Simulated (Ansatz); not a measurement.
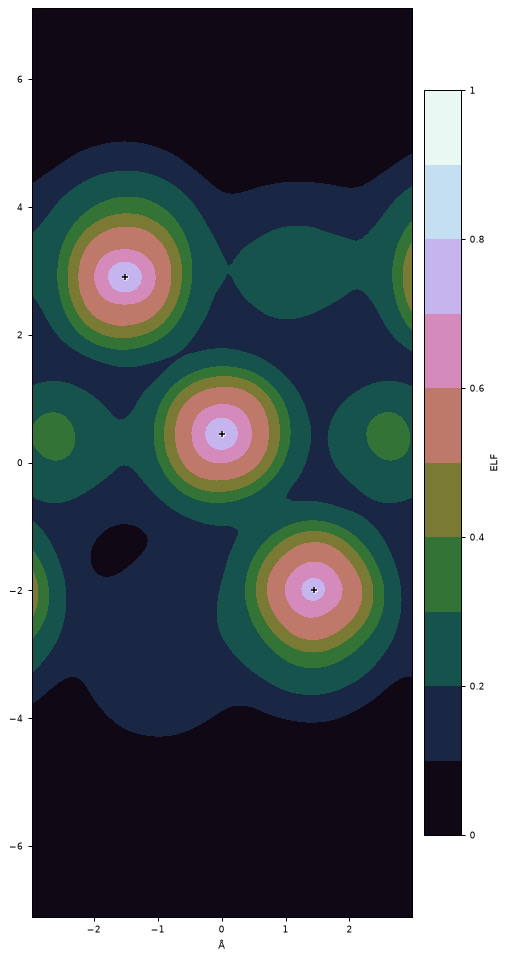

The ELF on a plane through atoms (crosses mark nuclei in the plane).

Level of theory: DFT PBE, scalar-relativistic, plane waves, PAW (Ansatz).

Candidates:
A. GaN (slab), a = 5.24 Å, b = 5.57 Å, c = 28.72 Å, α = 90.00°, β = 90.00°, γ = 90.00°. Not relaxed (largest force 1.9 eV/Å).
B. HfSiO4, a = 6.65 Å, b = 6.65 Å, c = 6.01 Å, α = 90.00°, β = 90.00°, γ = 90.00°. Space group I4₁/amd.
C. Au (slab), a = 5.24 Å, b = 5.57 Å, c = 28.90 Å, α = 90.00°, β = 90.00°, γ = 90.00°. Not relaxed (largest force 0.6 eV/Å).

Question: Which system is this?

Answer: Candidate C: Au on the (010) plane of the calculation cell, a cut from vacuum to vacuum, which holds Au. Au–Au (2.84 Å): the ELF is about 0.20 at the midpoint; no localised pair shows between them. Au–Au (2.84 Å): the ELF is about 0.20 at the midpoint (no localised pair shows between them).
